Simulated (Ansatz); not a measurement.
H11NO4: several calculations on one system

### Relaxation

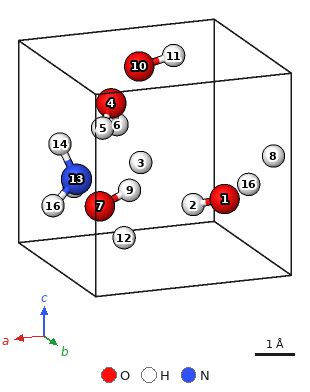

An amorphous cell of composition H11NO4, before the relaxation. A ball-and-stick model of the cell of the calculation, seen from a free direction.

The cell holds 4 H2O + 1 NH3. The run prepares the start of a later molecular dynamics calculation, from a guessed geometry.

Method: DFT PBE-D3(BJ), scalar-relativistic, plane waves, PAW (Ansatz).

Input file:
```yaml
crystal:
  lattice:
    - [5.417502, 0.0, 0.0]
    - [0.0, 5.417502, 0.0]
    - [0.0, 0.0, 5.417502]
  atoms:
    - { symbol: O, position: [0.328208, 0.9667605, 0.4033261] }
    - { symbol: H, position: [0.4365183, 0.8340959, 0.3520148] }
    - { symbol: H, position: [0.4209751, 1.1150667, 0.3664011] }
    - { symbol: O, position: [0.859529, 0.845485, 0.9003421] }
    - { symbol: H, position: [0.955398, 0.9746784, 0.8223545] }
    - { symbol: H, position: [0.7932955, 0.75195, 0.7631262] }
    - { symbol: O, position: [0.9107828, 0.8273444, 0.3914154] }
    - { symbol: H, position: [1.0097064, 0.792513, 0.5362076] }
    - { symbol: H, position: [0.7439749, 0.7883657, 0.4425982] }
    - { symbol: O, position: [0.4775806, 0.238762, 0.8805752] }
    - { symbol: H, position: [0.3025109, 0.2409099, 0.9167671] }
    - { symbol: H, position: [0.5550699, 0.2398162, 1.0416906] }
    - { symbol: "N", position: [0.8587878, 0.3924401, 0.4034668] }
    - { symbol: H, position: [0.9250524, 0.3453879, 0.5726454] }
    - { symbol: H, position: [0.808344, 0.2320518, 0.3200563] }
    - { symbol: H, position: [1.004885, 0.4588683, 0.3061568] }
basis:
  ecutwfc: 420.0
kpoints:
  mp_grid: { grid: [1, 1, 1] }
hamiltonian:
  xc: pbe
  dispersion: d3bj
scf:
  occupations: { method: fermi_dirac, width: 0.05 }
  lower_state_search: "off"
relax:
  f_tol: 0.3
  max_steps: 15
  adjacent_minimum: "off"
output:
  write_density: true
  write_potential: true
  elf: true
  volumetric_format: npy
```

Run as
```bash
ansatz run input.yaml --threads 1 --pin off --max-ram 3072MiB --backend cpu --events-out ev --progress --plain --runs-dir out
```

Where does the relaxation end?

Answer. The energy falls by 246 meV per atom in 14 geometry steps. Largest force component: 1.5 eV/Å at the start, 0.19 eV/Å at the end. The largest move is that of H5, 1.99 Å roughly along −a. Largest moves by element: H 1.99 Å, O 1.18 Å, N 0.96 Å. The cell doesn't change. Near-neighbour distances that change, for instance: O1–H3 0.969 → 1.013 Å, O4–H6 0.969 → 0.995 Å, O4–H5 0.969 → 0.990 Å, N13–H14 1.017 → 1.029 Å. Bond angles that change, for instance: H14–N13–H16 106.3° → 101.6°, H2–O1–H3 104.0° → 99.8°.

The structure at the end:

```
CELL_PARAMETERS angstrom
5.41750 0.00000 0.00000
0.00000 5.41750 0.00000
0.00000 0.00000 5.41750
ATOMIC_POSITIONS crystal
O 0.47478 0.04871 0.48258
H 0.48958 0.90845 0.37047
H 0.59702 0.16599 0.40336
O 0.66791 0.82257 0.90064
H 0.59784 0.91674 0.76066
H 0.56425 0.67103 0.90615
O 0.02256 0.71921 0.54439
H 0.15224 0.84262 0.56203
H 0.91405 0.74707 0.68857
O 0.39958 0.40178 0.94173
H 0.38641 0.29141 0.79981
H 0.50469 0.31436 0.06063
N 0.84952 0.29037 0.25940
H 0.94156 0.38385 0.39687
H 0.93821 0.12483 0.23364
H 0.89041 0.39551 0.10820
```

After the run, drawn alike:

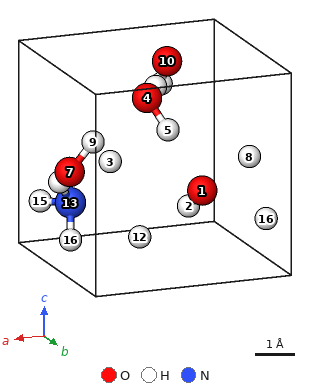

Limits of the set-up: the periodic images lie only 5.4 Å apart, so the values are limited by the cell's size.

### Dynamics

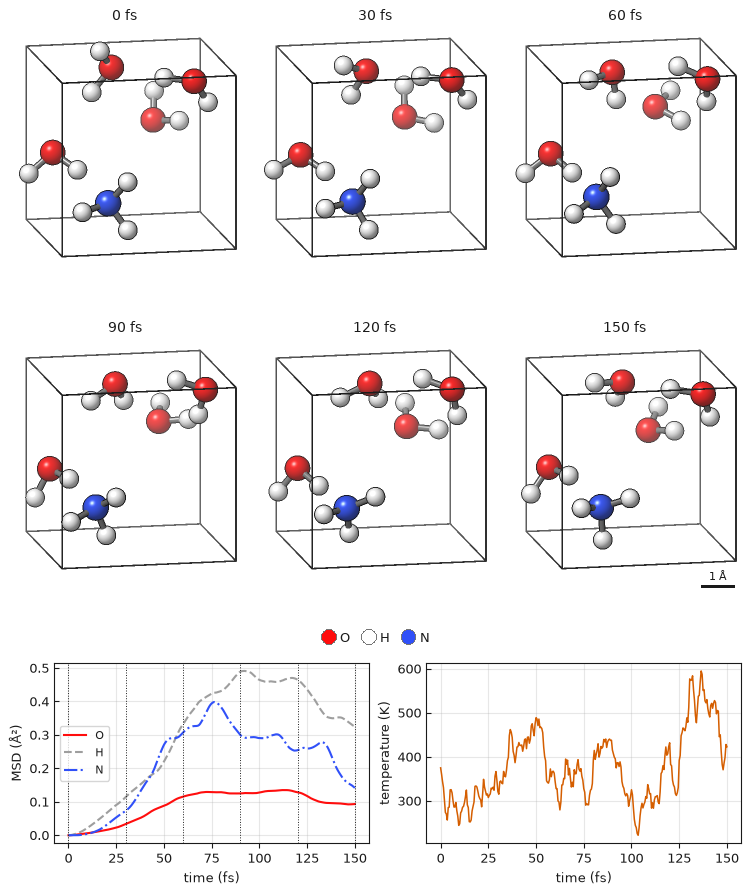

A Born-Oppenheimer molecular dynamics run of a periodic cell with 4 H2O + 1 NH3 at 0.93 g/cm³, 150 fs long. Frames and the history of the run. Style: ball-and-stick. Shown: the simulation cell, slightly off an axis. Atoms that leave the cell re-enter on the other side.

The calculation used DFT PBE-D3(BJ), scalar-relativistic, plane waves, PAW (Ansatz). Run with plane-wave cutoff 420 eV; k-point mesh 1 × 1 × 1; Fermi-Dirac smearing 0.05 eV; Langevin thermostat (NVT); set temperature 400 K; time step 0.5 fs; H given the mass 2.014 u; friction 0.02 per fs.

Input file:
```yaml
crystal:
  lattice:
    - [5.417502, 0.0, 0.0]
    - [0.0, 5.417502, 0.0]
    - [0.0, 0.0, 5.417502]
  atoms:
    - { symbol: O, position: [0.47478145, 1.04871492, 0.48258106] }
    - { symbol: H, position: [0.48958307, 0.908453, 0.37047267] }
    - { symbol: H, position: [0.59702183, 1.16599106, 0.40336083] }
    - { symbol: O, position: [0.66790543, 0.82257094, 0.90063842] }
    - { symbol: H, position: [0.59783738, 0.91673553, 0.76065872] }
    - { symbol: H, position: [0.56425411, 0.67102895, 0.90614919] }
    - { symbol: O, position: [1.0225568, 0.71920564, 0.54439221] }
    - { symbol: H, position: [1.15224219, 0.84261679, 0.56202572] }
    - { symbol: H, position: [0.91404801, 0.74706711, 0.68857103] }
    - { symbol: O, position: [0.39958387, 0.40177765, 0.94173407] }
    - { symbol: H, position: [0.38641407, 0.29140689, 0.79980585] }
    - { symbol: H, position: [0.50469012, 0.31436214, 1.06063234] }
    - { symbol: "N", position: [0.84952322, 0.29037085, 0.25940354] }
    - { symbol: H, position: [0.94156347, 0.38385155, 0.39687165] }
    - { symbol: H, position: [0.93820825, 0.1248313, 0.23364238] }
    - { symbol: H, position: [0.89040533, 0.39551149, 0.10820452] }
basis:
  ecutwfc: 420.0
kpoints:
  mp_grid: { grid: [1, 1, 1] }
hamiltonian:
  xc: pbe
  dispersion: d3bj
scf:
  occupations: { method: fermi_dirac, width: 0.05 }
  lower_state_search: "off"
md:
  timestep: 0.5
  n_steps: 300
  ensemble: nvt_langevin
  temperature: 400.0
  initial_velocities: maxwell_boltzmann
  seed: 654002
  friction: 0.02
  masses: [{ species: H, mass: 2.014 }]
```

Command:
```bash
ansatz run input.yaml --threads 1 --pin off --max-ram 3072MiB --backend cpu --events-out ev --progress --plain --runs-dir out
```

Q: Describe the run.

A: Over the second half the temperature averages 397 K (spread ±91 K). The potential energy in the second half lies on average 37.0 meV per atom above the first frame. Root-mean-square distances from the starting positions over the second half, with the common drift of all atoms taken out: H 0.66 Å, N 0.53 Å, O 0.34 Å. The heavy atoms stay within a fraction of a molecule's size of their starting places; so short a run doesn't tell a liquid from a solid.

Limits of the set-up: masses were changed (H 2.014 u), which shifts the vibrations; the periodic images lie only 5.4 Å apart, so the values are limited by the cell's size.

Cost: 3.9 min on 1 thread of Intel(R) Xeon(R) Platinum 8259CL CPU @ 2.50GHz (Skylake/Cascade Lake), on a shared host, peak memory 0.38 GiB.

### Dynamics

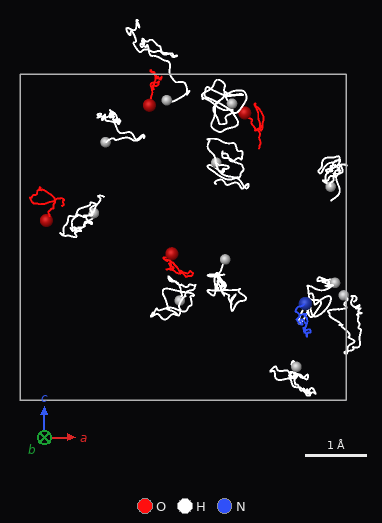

Molecular dynamics of a periodic cell with 4 H2O + 1 NH3 at 0.93 g/cm³, 300 fs long. It starts from the last geometry of an earlier run, with fresh velocities. Lines trace each atom's path, in the colour of its element; spheres stand at the starting positions. Seen along the b axis in the simulation cell.

Theory: DFT PBE-D3(BJ), scalar-relativistic, plane waves, PAW in Ansatz. Set-up: plane-wave cutoff 420 eV; k-point mesh 1 × 1 × 1; Fermi-Dirac smearing 0.05 eV; Langevin thermostat (NVT); set temperature 400 K; time step 0.75 fs; H given the mass 2.014 u; friction 0.01 per fs.

Input file:
```yaml
crystal:
  lattice:
    - [5.417502, 0.0, 0.0]
    - [0.0, 5.417502, 0.0]
    - [0.0, 0.0, 5.417502]
  atoms:
    - { symbol: O, position: [0.4653577, 1.10712761, 0.44946634] }
    - { symbol: H, position: [0.48964543, 0.99978116, 0.3058658] }
    - { symbol: H, position: [0.62890934, 1.18949572, 0.43211597] }
    - { symbol: O, position: [0.68900132, 0.9489963, 0.88183106] }
    - { symbol: H, position: [0.60152485, 1.00652743, 0.72896818] }
    - { symbol: H, position: [0.64992434, 0.76914673, 0.91041625] }
    - { symbol: O, position: [1.08034, 0.75939528, 0.55152955] }
    - { symbol: H, position: [1.22616364, 0.87919105, 0.57435375] }
    - { symbol: H, position: [0.9525837, 0.84263422, 0.65552839] }
    - { symbol: O, position: [0.39658347, 0.54479866, 0.90524051] }
    - { symbol: H, position: [0.26187048, 0.53178348, 0.79202977] }
    - { symbol: H, position: [0.4496358, 0.37507576, 0.92080764] }
    - { symbol: "N", position: [0.87525666, 0.32310223, 0.29659162] }
    - { symbol: H, position: [0.96611499, 0.47176854, 0.36039269] }
    - { symbol: H, position: [0.99298944, 0.18736753, 0.32161572] }
    - { symbol: H, position: [0.84758762, 0.3394341, 0.10233031] }
basis:
  ecutwfc: 420.0
kpoints:
  mp_grid: { grid: [1, 1, 1] }
hamiltonian:
  xc: pbe
  dispersion: d3bj
scf:
  occupations: { method: fermi_dirac, width: 0.05 }
  lower_state_search: "off"
md:
  timestep: 0.75
  n_steps: 400
  ensemble: nvt_langevin
  temperature: 400.0
  initial_velocities: maxwell_boltzmann
  seed: 365310
  friction: 0.01
  masses: [{ species: H, mass: 2.014 }]
```

Launched with:
```bash
ansatz run input.yaml --threads 1 --pin off --max-ram 3072MiB --backend cpu --events-out ev --progress --plain --runs-dir out
```

> Describe the motion.

In the second half of the run the atoms are, in the root-mean-square, this far from where they began (common drift taken out): H 0.58 Å, O 0.46 Å, N 0.43 Å. The heavy atoms stay within a fraction of a molecule's size of their starting places; so short a run doesn't tell a liquid from a solid. Over the second half the temperature averages 372 K (spread ±65 K). The potential energy in the second half lies on average 3.7 meV per atom above the first frame.

Limits of the set-up: masses were changed (H 2.014 u), which shifts the vibrations; the periodic images lie only 5.4 Å apart, so the values are limited by the cell's size.

Cost: 5.1 min on 1 thread of Intel(R) Xeon(R) Platinum 8259CL CPU @ 2.50GHz (Skylake/Cascade Lake), with other jobs on the host, peak memory 0.4 GiB.
